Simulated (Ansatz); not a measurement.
Run report: TaC, geometry relaxation

TaC (Fm-3m, 2 atoms in the cell), computed with DFT PBE+D3(BJ), scalar-relativistic, plane waves, PAW, no spin polarisation (Ansatz 0.2.0).

The structure derives from an entry of the Crystallography Open Database. Figures and captions count atoms from 1; the log counts them from 0 in places.

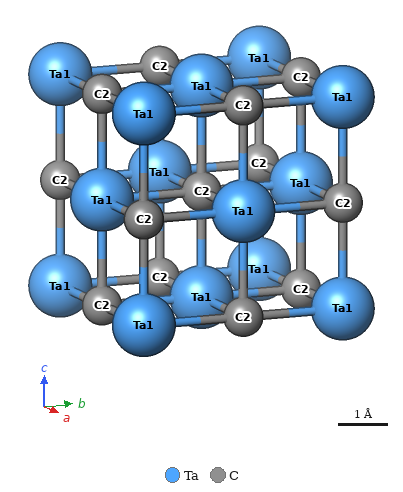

The input geometry (ball-and-stick view of the cell 4 times as large as that of the calculation, set on its symmetry axes, seen slightly off an axis; atoms are numbered from 1 in the order of the input). An atom can appear more than once, as a periodic image. Near neighbours in the periodic cell (some may lie outside the picture): Ta has 6 C at 2.23 Å; C has 6 Ta at 2.23 Å.

**Input file**
```yaml
crystal:
  lattice:
    - [0.0, 2.227, 2.227]
    - [2.227, 0.0, 2.227]
    - [2.227, 2.227, 0.0]
  atoms:
    - { symbol: Ta, position: [0.0, 0.0, 0.0] }
    - { symbol: C, position: [0.5, 0.5, 0.5] }
basis:
  ecutwfc: 420
kpoints:
  mp_grid: { grid: [16, 16, 16] }
hamiltonian:
  xc: pbe
  dispersion: d3bj
scf:
  occupations: { method: gaussian, width: 0.1 }
output:
  forces: true
  stress: true
  eigenvalues: true
  write_density: true
  write_potential: true
  elf: true
  volumetric_format: npy
relax:
  adjacent_minimum: "off"
  f_tol: 0.005
  max_steps: 80
  cell: { stress_tol: 0.05 }
```

Launched with:
```bash
ansatz run input.yaml --threads 4 --pin off --max-ram 10240MiB --backend cpu --events-out ev --progress --plain --runs-dir out
```

**Log**
```
Engine: ansatz 0.2.0, x86_64-unknown-linux-gnu
Pseudopotentials: kind: paw
Pseudopotential: Ta, paw, valence charge 13, recommended cutoff 420 eV (normal), Ta.paw.azcp
Pseudopotential: C, paw, valence charge 4, recommended cutoff 420 eV (normal), C.paw.azcp
Functional definition: PBE
  parameter kappa = 0.804
  parameter beta = 0.06672455060314922
  exchange = pbe_x(kappa = kappa, mu = beta*pi^2/3)
  correlation = pbe_c(beta = beta)
Crystal: 2 atoms, lattice volume = 22.090 Å³
Basis set: ecut = 420 eV, 411 PW (Γ), exchange–correlation on 48×48×48 points (8 copies of the dense FFT grid, shifted against one another)
Bands: 13, of which v1, the nominal top of the filled ones, is band 9 counted from 1 (8 counted from 0)
Symmetry: 48 space group operations
Space group: Fm-3m (ITA 225), of the structure as read, at distance tolerance 2.8e-5 Å
k-points: 145 of 4096
Non-local potential: Ta, projectors of the file, l = 0: 3, l = 1: 2, l = 2: 2, l = 3: 1
Non-local potential: C, projectors of the file, l = 0: 2, l = 1: 2, l = 2: 1
PAW form: soft (Blöchl's): semilocal exchange-correlation on the pseudo side does not see the compensation charge
PAW one-centre angular grid: Ta, 590 points (default); XC on 64 Gauss nodes
PAW one-centre angular grid: C, 110 points (default); XC on 64 Gauss nodes
Initial density: superposition of atomic densities (neutral atoms: chi_scale 0, normalization atom), corrected by the library's trained network
Initial wavefunctions: pseudopotential atomic-orbital guess
Functional: x = pbe(κ = 0.804, μ = 0.2195149727645171), c = pbe(β = 0.06672455060314922)
SCF iter   1: F=—  HF=-10185.306845 eV  |F-HF|=—  |Δ(HF+E_count)|=         —  Δρ=1.90e-3  dr2=5.78e-4  ethr=1.77e-3  ⟨swp⟩=5.5  Hψ=9817  notcnv=0
preconditioner: auto → none  [metal: Δε(μ)=0.051 eV  Ē_g=10.340 eV  σ=0.100 eV  W_gap=0.28  n_scr=8 (ndim 8)  ℏωp=23.7 eV  f_vac=0.000  D(μ)=0.32/eV (n_scr^D=0)  sad-step TF]
SCF iter   2: F=—  HF=-10185.306926 eV  |F-HF|=—  |Δ(HF+E_count)|=   8.09e-5  Δρ=1.30e-3  dr2=3.09e-4  ethr=3.40e-6  ⟨swp⟩=2.3  Hψ=3834  notcnv=0
SCF iter   3: F=—  HF=-10185.306968 eV  |F-HF|=—  |Δ(HF+E_count)|=   4.18e-5  Δρ=4.09e-4  dr2=1.67e-5  ethr=1.82e-6  ⟨swp⟩=2.0  Hψ=2438  notcnv=0
SCF iter   4: F=—  HF=-10185.306962 eV  |F-HF|=—  |Δ(HF+E_count)|=   6.00e-6  Δρ=1.26e-4  dr2=1.08e-6  ethr=9.81e-8  ⟨swp⟩=2.3  Hψ=3099  notcnv=0
iter 5 did not close the SCF: its close was put off for the readings that it lacked (scf_convergence_deferred on its scf_iter line)
SCF iter   5: F=-10185.306962 eV  HF=-10185.306962 eV  |F-HF|=4.21e-9  |Δ(HF+E_count)|=   9.10e-8  Δρ=9.21e-6  dr2=7.42e-9  ethr=6.33e-9  ⟨swp⟩=3.0  Hψ=3472  notcnv=0
SCF iter   6: F=-10185.306962 eV  HF=-10185.306962 eV  |F-HF|=5.17e-10  |Δ(HF+E_count)|=   5.62e-9  Δρ=2.51e-6  dr2=8.21e-10  ethr=4.37e-11  ⟨swp⟩=6.2  Hψ=10449  notcnv=0
SCF 1 converged in 6 iterations: F = -10185.306962 eV  dr2 = 8.21e-10
  greatest PAW one-centre occupation: 0.999 electrons in one spin orbital (limit 2), on the Ta atom at site 0 (counted from 0), in its partial waves of l = 0
relax step   1: F+E_penalty+E_count = -10185.30696212 eV  Δ(F+E_penalty+E_count) = +0.000e0 eV  max|allowed force component| = 4.437e-30 eV/Å  Δτ_max = 0.0000 Å  P = -2.166 GPa  Ω = 22.090 Å³  (6 SCF iters, dr2 threshold 1.00e-7 eV, accepted)
Crystal: 2 atoms, lattice volume = 21.866 Å³
Initial density: handed on by an earlier stage of this run
Initial wavefunctions: those handed on with the density
iter 1 solved again at ethr=6.31e-6 eV; its pass at ethr=3.10e-3 eV (dr2=1.07e-3 eV) is discarded
SCF iter   1: F=—  HF=-10185.308290 eV  |F-HF|=—  |Δ(HF+E_count)|=         —  Δρ=2.03e-3  dr2=1.06e-3  ethr=6.31e-6  ⟨swp⟩=2.2  Hψ=11663  notcnv=0
preconditioner: auto → none  [metal: Δε(μ)=0.050 eV  Ē_g=10.435 eV  σ=0.100 eV  W_gap=0.28  n_scr=8 (ndim 8)  ℏωp=23.8 eV  f_vac=0.000  D(μ)=0.32/eV (n_scr^D=0)]
SCF iter   2: F=—  HF=-10185.308055 eV  |F-HF|=—  |Δ(HF+E_count)|=   2.36e-4  Δρ=6.41e-4  dr2=1.14e-4  ethr=6.24e-6  ⟨swp⟩=2.1  Hψ=2215  notcnv=0
SCF iter   3: F=—  HF=-10185.308024 eV  |F-HF|=—  |Δ(HF+E_count)|=   3.03e-5  Δρ=1.10e-4  dr2=2.50e-6  ethr=6.72e-7  ⟨swp⟩=2.0  Hψ=2191  notcnv=0
iter 4 did not close the SCF: its close was put off for the readings that it lacked (scf_convergence_deferred on its scf_iter line)
SCF iter   4: F=-10185.308024 eV  HF=-10185.308024 eV  |F-HF|=1.84e-8  |Δ(HF+E_count)|=   2.93e-7  Δρ=1.87e-5  dr2=5.69e-8  ethr=1.47e-8  ⟨swp⟩=2.1  Hψ=2430  notcnv=0
iter 5 did not close the SCF: its close was put off for the readings that it lacked (scf_convergence_deferred on its scf_iter line)
SCF iter   5: F=-10185.308024 eV  HF=-10185.308024 eV  |F-HF|=1.14e-9  |Δ(HF+E_count)|=   8.21e-9  Δρ=3.07e-6  dr2=2.02e-9  ethr=3.35e-10  ⟨swp⟩=2.2  Hψ=2837  notcnv=0
SCF iter   6: F=-10185.308024 eV  HF=-10185.308024 eV  |F-HF|=6.18e-11  |Δ(HF+E_count)|=  6.37e-11  Δρ=6.72e-7  dr2=8.78e-11  ethr=1.19e-11  ⟨swp⟩=5.0  Hψ=9164  notcnv=0
SCF 2 converged in 6 iterations: F = -10185.308024 eV  dr2 = 8.78e-11
relax step   2: F+E_penalty+E_count = -10185.30802392 eV  Δ(F+E_penalty+E_count) = -1.062e-3 eV  max|allowed force component| = 1.019e-30 eV/Å  Δτ_max = 0.0000 Å  P = +1.290 GPa  Ω = 21.866 Å³  energy of the carried Pulay correction = +4.306e-4 eV  (6 SCF iters, dr2 threshold 2.00e-7 eV, accepted)
Crystal: 2 atoms, lattice volume = 21.949 Å³
iter 1 solved again at ethr=8.89e-7 eV; its pass at ethr=3.10e-3 eV (dr2=1.51e-4 eV) is discarded
SCF iter   1: F=—  HF=-10185.308230 eV  |F-HF|=—  |Δ(HF+E_count)|=         —  Δρ=7.58e-4  dr2=1.49e-4  ethr=8.89e-7  ⟨swp⟩=2.4  Hψ=11603  notcnv=0
preconditioner: auto → none  [metal: Δε(μ)=0.051 eV  Ē_g=10.390 eV  σ=0.100 eV  W_gap=0.28  n_scr=8 (ndim 8)  ℏωp=23.8 eV  f_vac=0.000  D(μ)=0.32/eV (n_scr^D=0)]
SCF iter   2: F=—  HF=-10185.308197 eV  |F-HF|=—  |Δ(HF+E_count)|=   3.31e-5  Δρ=2.40e-4  dr2=1.61e-5  ethr=8.79e-7  ⟨swp⟩=2.1  Hψ=2223  notcnv=0
SCF iter   3: F=—  HF=-10185.308193 eV  |F-HF|=—  |Δ(HF+E_count)|=   4.19e-6  Δρ=4.04e-5  dr2=3.41e-7  ethr=9.48e-8  ⟨swp⟩=2.0  Hψ=2199  notcnv=0
iter 4 did not close the SCF: its close was put off for the readings that it lacked (scf_convergence_deferred on its scf_iter line)
SCF iter   4: F=-10185.308193 eV  HF=-10185.308193 eV  |F-HF|=2.21e-9  |Δ(HF+E_count)|=   3.61e-8  Δρ=6.90e-6  dr2=7.60e-9  ethr=2.01e-9  ⟨swp⟩=2.0  Hψ=2406  notcnv=0
iter 5 did not close the SCF: its close was put off for the readings that it lacked (scf_convergence_deferred on its scf_iter line)
SCF iter   5: F=-10185.308193 eV  HF=-10185.308193 eV  |F-HF|=1.13e-10  |Δ(HF+E_count)|=  7.93e-10  Δρ=9.93e-7  dr2=2.10e-10  ethr=4.47e-11  ⟨swp⟩=2.1  Hψ=2854  notcnv=0
SCF iter   6: F=-10185.308193 eV  HF=-10185.308193 eV  |F-HF|=9.09e-12  |Δ(HF+E_count)|=  1.82e-12  Δρ=2.36e-7  dr2=1.09e-11  ethr=1.23e-12  ⟨swp⟩=4.2  Hψ=8338  notcnv=0
SCF 3 converged in 6 iterations: F = -10185.308193 eV  dr2 = 1.09e-11
relax step   3: F+E_penalty+E_count = -10185.30819294 eV  Δ(F+E_penalty+E_count) = -1.690e-4 eV  max|allowed force component| = 2.005e-30 eV/Å  Δτ_max = 0.0000 Å  P = -0.013 GPa  Ω = 21.949 Å³  energy of the carried Pulay correction = +2.703e-4 eV  (6 SCF iters, dr2 threshold 2.00e-7 eV, accepted)
Initial wavefunctions: pseudopotential atomic-orbital guess (no wavefunctions were taken with the density)
iter 1 solved again at ethr=6.14e-8 eV; its pass at ethr=3.10e-3 eV (dr2=1.04e-5 eV) is discarded
SCF iter   1: F=—  HF=-10185.307927 eV  |F-HF|=—  |Δ(HF+E_count)|=         —  Δρ=2.84e-5  dr2=3.26e-8  ethr=6.14e-8  ⟨swp⟩=3.2  Hψ=14939  notcnv=0
preconditioner: auto → none  [metal: Δε(μ)=0.051 eV  Ē_g=10.393 eV  σ=0.100 eV  W_gap=0.28  n_scr=8 (ndim 8)  ℏωp=23.8 eV  f_vac=0.000  D(μ)=0.32/eV (n_scr^D=0)]
SCF iter   2: F=—  HF=-10185.307927 eV  |F-HF|=—  |Δ(HF+E_count)|=   1.99e-7  Δρ=1.38e-5  dr2=5.26e-9  ethr=1.92e-10  ⟨swp⟩=2.3  Hψ=2750  notcnv=0
SCF iter   3: F=—  HF=-10185.307927 eV  |F-HF|=—  |Δ(HF+E_count)|=   1.12e-8  Δρ=2.06e-6  dr2=1.08e-10  ethr=3.09e-11  ⟨swp⟩=2.2  Hψ=2606  notcnv=0
iter 4 did not close the SCF: its close was put off for the readings that it lacked (scf_convergence_deferred on its scf_iter line)
SCF iter   4: F=-10185.307927 eV  HF=-10185.307927 eV  |F-HF|=9.09e-12  |Δ(HF+E_count)|=  3.24e-10  Δρ=1.63e-7  dr2=1.57e-12  ethr=1.00e-12  ⟨swp⟩=2.0  Hψ=2519  notcnv=0
iter 5 did not close the SCF: its close was put off for the readings that it lacked (scf_convergence_deferred on its scf_iter line)
SCF iter   5: F=-10185.307927 eV  HF=-10185.307927 eV  |F-HF|=5.46e-12  |Δ(HF+E_count)|=  7.28e-12  Δρ=1.30e-8  dr2=2.64e-14  ethr=1.00e-12  ⟨swp⟩=1.0  Hψ=1885  notcnv=0
iter 6 did not close the SCF: its close was put off for the readings that it lacked (scf_convergence_deferred on its scf_iter line)
SCF iter   6: F=-10185.307927 eV  HF=-10185.307927 eV  |F-HF|=1.82e-12  |Δ(HF+E_count)|=    0.00e0  Δρ=2.17e-9  dr2=1.15e-15  ethr=1.00e-12  ⟨swp⟩=1.0  Hψ=1885  notcnv=0
iter 7 did not close the SCF: its close was put off for the readings that it lacked (scf_convergence_deferred on its scf_iter line)
SCF iter   7: F=-10185.307927 eV  HF=-10185.307927 eV  |F-HF|=5.46e-12  |Δ(HF+E_count)|=  5.46e-12  Δρ=3.17e-10  dr2=2.09e-17  ethr=1.00e-12  ⟨swp⟩=1.0  Hψ=1885  notcnv=0
SCF iter   8: F=-10185.307927 eV  HF=-10185.307927 eV  |F-HF|=3.64e-12  |Δ(HF+E_count)|=  5.46e-12  Δρ=1.08e-10  dr2=2.92e-18  ethr=1.00e-12  ⟨swp⟩=1.7  Hψ=4545  notcnv=0
SCF 4 converged in 8 iterations: F = -10185.307927 eV  dr2 = 2.92e-18
relax step   4: F+E_penalty+E_count = -10185.30792717 eV  Δ(F+E_penalty+E_count) = +2.658e-4 eV  max|allowed force component| = 2.662e-30 eV/Å  Δτ_max = 0.0000 Å  P = -0.028 GPa  Ω = 21.949 Å³  stress off target by 2.75e-2 GPa  SCF on the basis re-selected at this cell (its energy is not comparable with the rows above)  (8 SCF iters)
```

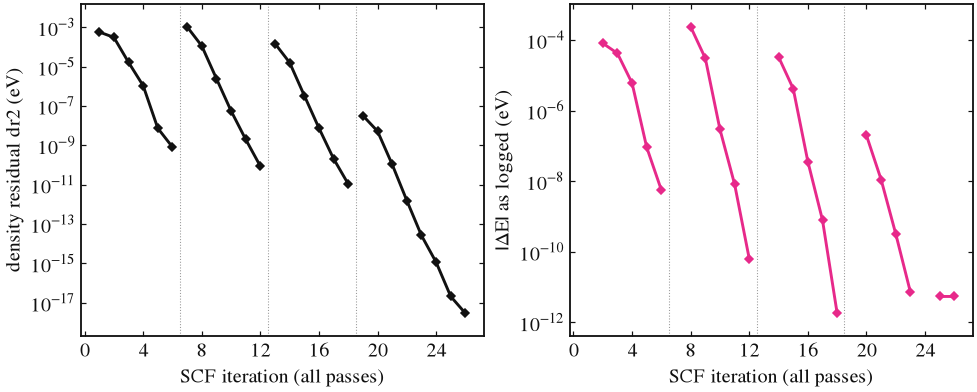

Convergence of the self-consistent field: density residual dr2 and size of the energy change against the SCF iteration. The dotted lines part the SCF passes of the relaxation: geometry steps, rejected trials and re-solves on a re-selected basis. The passes take 6, 6, 6 and 8 iterations.

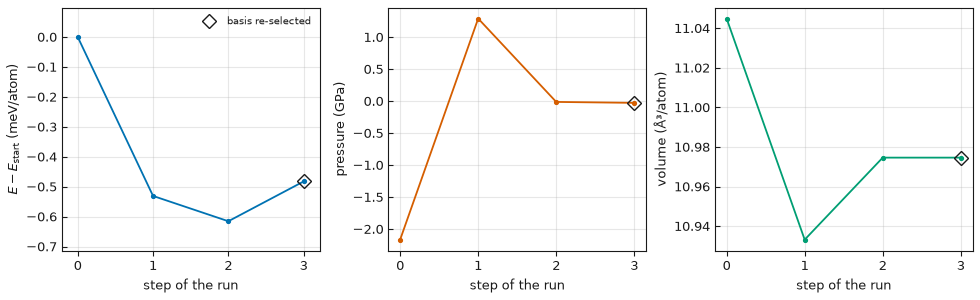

Progress of the relaxation, step by step (the first geometry is step 0 here and step 1 in the log). The energy falls by 0.6 meV per atom in 2 geometry steps. All forces vanish by symmetry, so only the cell relaxes. The pressure goes from −2.17 to −0.03 GPa. The atoms keep their places relative to the cell (all moves are under 0.005 Å). Cell: a = b = c 4.454 → 4.445 Å (−0.2 %). Volume −0.6 %. Among the contacts that change: Ta1–C2 2.227 → 2.222 Å. The space group stays Fm-3m (No. 225). A last SCF at the same geometry on a re-selected plane-wave basis shifts the energy by +0.1 meV per atom. (Atoms are counted from 1 in the order of the input.)

```
basis re-selected at this cell: Δ(F+E_penalty+E_count) = +2.658e-4 eV, ΔP = -0.015 GPa vs the last step (what re-selecting the basis moved, of the pressure what is left beyond the Pulay correction that the steps carried, after the strain that the cell walked since its last selection, with what the two solves' SCF thresholds leave and, on support functions, any second-order correction that the steps lacked; it is no measure of the basis error at this ecutwfc). This SCF's stress stands 2.75e-2 GPa from its target on what of the cell is left free (relax.cell.stress_tol is 5.00e-2 GPa) and its largest allowed force component is 2.66e-30 eV/Å (relax.f_tol is 5.00e-3 eV/Å): within both
SCF converged after 8 iterations
Free energy (F): -10185.307927 eV
Harris-Foulkes:  -10185.307927 eV  (|F-HF|=3.64e-12)
Internal energy: -10185.306331 eV  (E = F + TS)
E sigma→0 (E₀):  -10185.307129 eV
Entropy (-TS):   -0.001596 eV (-0.798 meV/atom)
Fermi energy:    20.156404 eV
--- Per-component energies (eV) ---
  E_band       = -61.698124
  E_kinetic    = 457.801250
  E_local      = -548.145027  (includes V_loc(G=0)·N_el)
  E_nonlocal   = 41.135974
  E_hartree    = 186.881594
  E_xc         = -268.398864
  E_vxc        = -266.136952  (∫ρ·V_xc dr)
  E_paw        = -8496.043389  (= ΣΔE_a)
  E_vpaw       = -120.116699  (= ΣTr[D̂ρ^β])
  E_aug_tail   = 0.000141  (compensation charges beyond the density's cutoff)
  E_ewald      = -1557.611140
  E_disp       = -0.926870  (pairwise vdW)
  E_smearing   = -0.001596  (= −TS)
  E_closure    = -0.000000  (closes the sum)
  Σ components = -10185.307927   (vs F -10185.307927, Δ=0.00e0)
--- Forces (eV/Å), atoms counted from 1 ---
  atom   1  Ta    -0.00000000     0.00000000    -0.00000000
  atom   2  C      0.00000000    -0.00000000     0.00000000
  max |Σ_I F_I| component: 3.62e-30 eV/Å
--- Stress (GPa, compression-positive) ---
       -0.027501       0.000000      -0.000000
        0.000000      -0.027501      -0.000000
       -0.000000      -0.000000      -0.027501
  P = ⅓ Tr σ = -0.0275 GPa (-0.275 kbar)
--- Band table (eV; the first three rows and the last of 145) ---
  k-point 0: bands = ["-48.5493", "-14.8185", "-14.8185", "-14.8185", "5.3297", "18.8361", "18.8361", "18.8361", "19.6824", "19.6824", "19.6824", "20.8524", "20.8524"]
  k-point 1: bands = ["-48.5475", "-14.8483", "-14.8215", "-14.8215", "5.4406", "18.2273", "18.5740", "18.5740", "19.3298", "19.3298", "20.0542", "21.6872", "21.6872"]
  k-point 2: bands = ["-48.5423", "-14.9323", "-14.8299", "-14.8299", "5.7647", "17.1891", "17.6966", "17.6966", "19.5074", "19.5074", "20.4780", "23.0375", "23.0375"]
  k-point 144: bands = ["-48.4850", "-15.2763", "-15.2763", "-15.0859", "8.3212", "14.8556", "15.1583", "15.1583", "21.8050", "21.8050", "24.3464", "25.2240", "26.6468"]
--- Relaxed structure (3 steps of the walk, 3 accepted, 1 SCFs on fresh bases) ---
  F+E_penalty+E_count = -10185.30792717 eV   max|allowed force component| = 2.662e-30 eV/Å   (the final SCF, on the basis selected at the relaxed cell)
  cell:  # Å, volume = 21.9492 Å³
    - [1.019074406579118e-34, 2.222267691747597, 2.222267691747597]
    - [2.222267691747597, -2.8024546180925743e-34, 2.222267691747597]
    - [2.222267691747597, 2.222267691747597, 0.0]
  atoms:
    - { symbol: Ta, position: [-1.1823562397124801e-36, 2.026896410936274e-36, 2.8151339040782812e-36] }
    - { symbol: C, position: [0.5, 0.5, 0.5] }
```

**Trajectory as extended XYZ (Å, eV, eV/Å), 4 frames, from step=1 to step=4**
```
2
Lattice="0.0000 2.2270 2.2270 2.2270 0.0000 2.2270 2.2270 2.2270 0.0000" Properties=species:S:1:pos:R:3:forces:R:3 step=1 energy=-10185.30696 pressure_GPa=-2.17
Ta    0.0000    0.0000    0.0000    0.0000   0.0000   0.0000
C     2.2270    2.2270    2.2270    0.0000   0.0000   0.0000
2
Lattice="0.0000 2.2195 2.2195 2.2195 0.0000 2.2195 2.2195 2.2195 0.0000" Properties=species:S:1:pos:R:3:forces:R:3 step=2 energy=-10185.30802 pressure_GPa=1.29
Ta    0.0000    0.0000    0.0000    0.0000   0.0000   0.0000
C     2.2195    2.2195    2.2195    0.0000   0.0000   0.0000
2
Lattice="0.0000 2.2223 2.2223 2.2223 0.0000 2.2223 2.2223 2.2223 0.0000" Properties=species:S:1:pos:R:3:forces:R:3 step=3 energy=-10185.30819 pressure_GPa=-0.01
Ta    0.0000    0.0000    0.0000    0.0000   0.0000   0.0000
C     2.2223    2.2223    2.2223    0.0000   0.0000   0.0000
2
Lattice="0.0000 2.2223 2.2223 2.2223 0.0000 2.2223 2.2223 2.2223 0.0000" Properties=species:S:1:pos:R:3:forces:R:3 step=4 energy=-10185.30793 pressure_GPa=-0.03
Ta    0.0000    0.0000    0.0000    0.0000   0.0000   0.0000
C     2.2223    2.2223    2.2223    0.0000   0.0000   0.0000
```

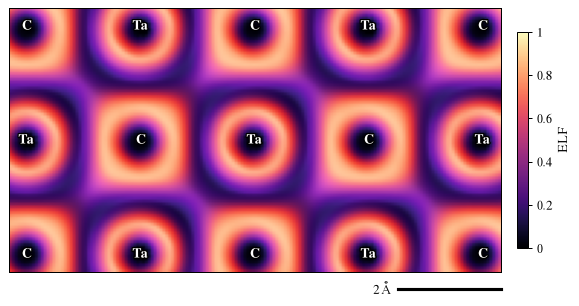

ELF on the (100) plane of the conventional cell. The section cuts through Ta and C sites. Ta–C (2.22 Å): the ELF is about 0.25 at the midpoint (no shared pair; the contact is polar). The strong features right at Ta lie inside the PAW spheres (semicore, d or f shells) and say nothing about bonding. The fields are those of the smooth PAW valence density.

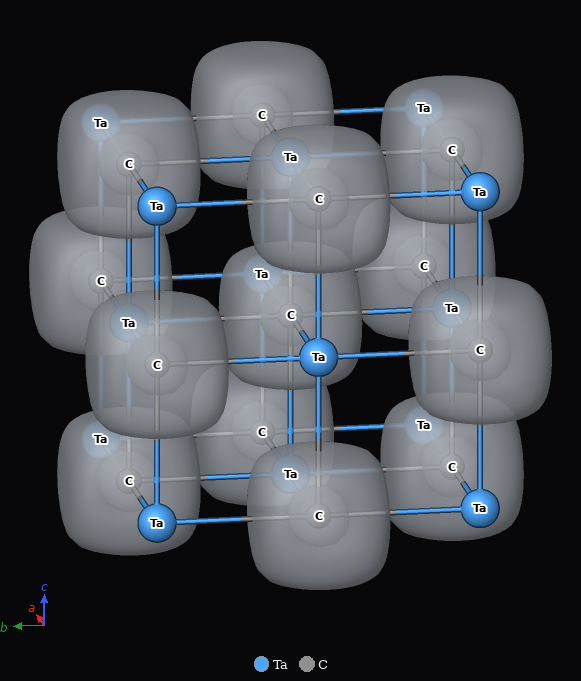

Isosurface of the ELF at 0.55 (grey), seen at an oblique angle. Core shells and regions of very low density are left out. Sticks mark near contacts. The outline is the cell set on symmetry axes. Along the contacts the grid gives the following. Ta–C (2.22 Å): the ELF is about 0.25 at the midpoint; no shared pair; the contact is polar.

**Results in brief**

- outcome: converged
- space group (tolerance 0.01 Å): Fm-3m (225)
- electrons treated: 17
- free energy: −10185.3079 eV
- Fermi energy: 20.156 eV
- gap on the k-point mesh: none (metallic)
- pressure: −0.03 GPa
- final volume: 21.95 Å³
- largest force (length of the vector) at the end: under 0.001 eV/Å
- final cell: a = 3.143 Å, b = 3.143 Å, c = 3.143 Å, α = 60.00°, β = 60.00°, γ = 60.00°
- hardware: 4 threads of AMD EPYC (Zen 5), 16 GiB of memory available, shared host
- wall time: 1.4 s (CPU time 4.6 s)
- peak memory: 0.44 GiB

**Notes**

Spin–orbit coupling is left out, which matters for Ta.
